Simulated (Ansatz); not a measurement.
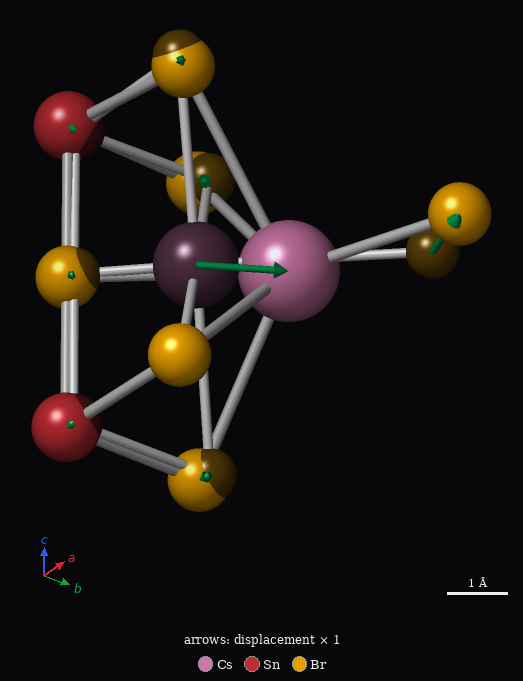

This is a relaxation of a defect cell of composition Cs8Sn8Br25 (cell charge +1). The starting structure is drawn faded, the final one solid; green arrows show the displacements, at their true length.

A ball-and-stick model of the atoms within 4.2 Å of the atom that moves most (axes of the cell of the calculation (origin shifted)), seen from a free direction.

Computed with DFT, PBEsol, PAW, plane waves in Ansatz 0.2.0. (plane-wave cutoff 420 eV; k-point mesh 1 × 1 × 1; mesh shifted by (0.25, 0.25, 0.25); no spin polarisation; atoms relaxed in a fixed cell; force threshold 0.03 eV/Å; at most 80 steps)

Q: What happened in the run?

A: The energy falls by 11.264 eV per cell of the calculation in 21 geometry steps. The largest force component goes from 18 to 0.023 eV/Å. The largest move is that of a Cs atom, 1.56 Å along [2 3 0]. Largest moves by element: Cs 1.56 Å, Br 1.50 Å, Sn 0.77 Å. The cell stays as it was. Near-neighbour distances that change, for instance: Br–Cs 2.065 → 3.711 Å, Cs–Sn 3.473 → 4.694 Å, Cs–Sn 3.569 → 4.751 Å, Br–Cs 3.991 → 3.446 Å. Among the angles between lasting bonds that change: Br–Cs–Br 178.9° → 129.6°, Br–Cs–Br 90.0° → 127.5°, Br–Cs–Br 91.6° → 128.8°.

Limits of the set-up: the cell is charged, on a uniform background, and energies carry no finite-size correction.
